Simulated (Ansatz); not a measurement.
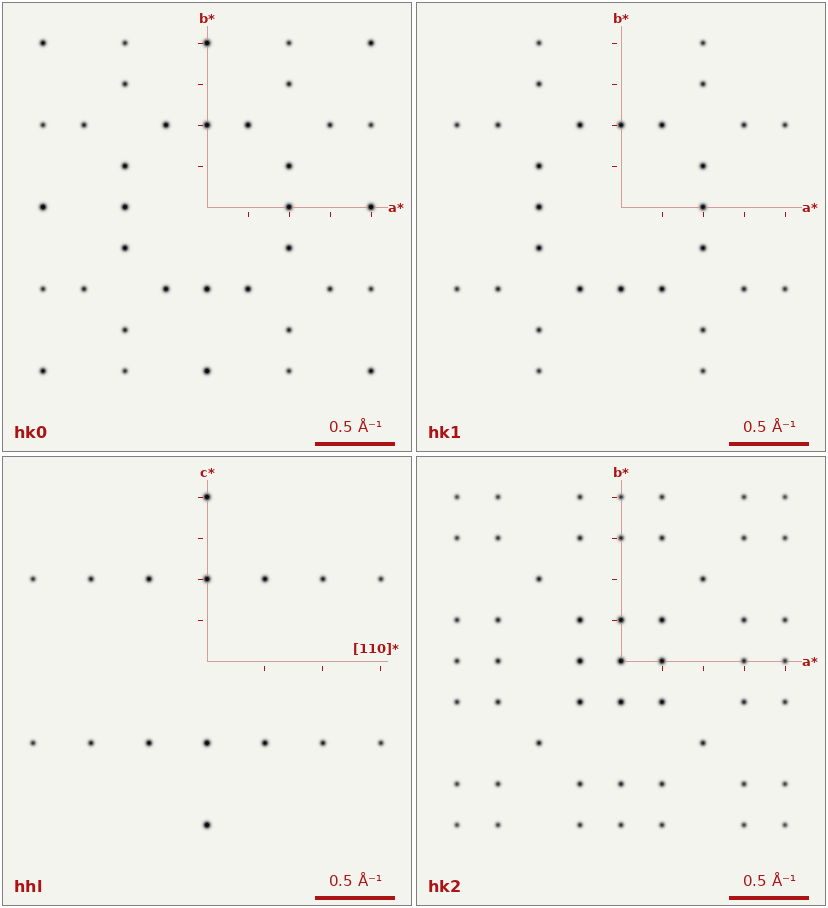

Four undistorted layers of reciprocal space, calculated for a single crystal (X-rays, kinematic |F|², B = 0.5 Å²). Tick marks count the reciprocal lattice steps of the conventional cell along each axis.

What cell do the layers give?

Answer. a* = 0.262, b* = 0.262, c* = 0.262 Å⁻¹; the cell is cubic with a = 3.82 Å.

List the systematic absences.

Answer. Reflections are present only under these conditions. hkl: no condition; hk0: no condition; hhl: l = 2n; h00: h = 2n. The lattice is primitive (P). Further gaps, such as 0 4 1, 4 0 1, 1 4 0, come from atoms on special positions, not from the group's general conditions. A few very weak reflections are below the display threshold.

Which space groups fit?

Answer. The intensities have Laue symmetry m-3m (the hk0 layer shows 4mm, hk1 shows 4mm). With these conditions the candidates are P-43n (No. 218), Pm-3n (No. 223). Diffraction geometry alone does not choose among them; the structure has Pm-3n. The compound is C. Structure: the end point of a relaxation with DFT, PBEsol, plane waves (420 eV) with PAW, scalar-relativistic in Ansatz; the starting structure was generated, so it need not be a known form of this composition.
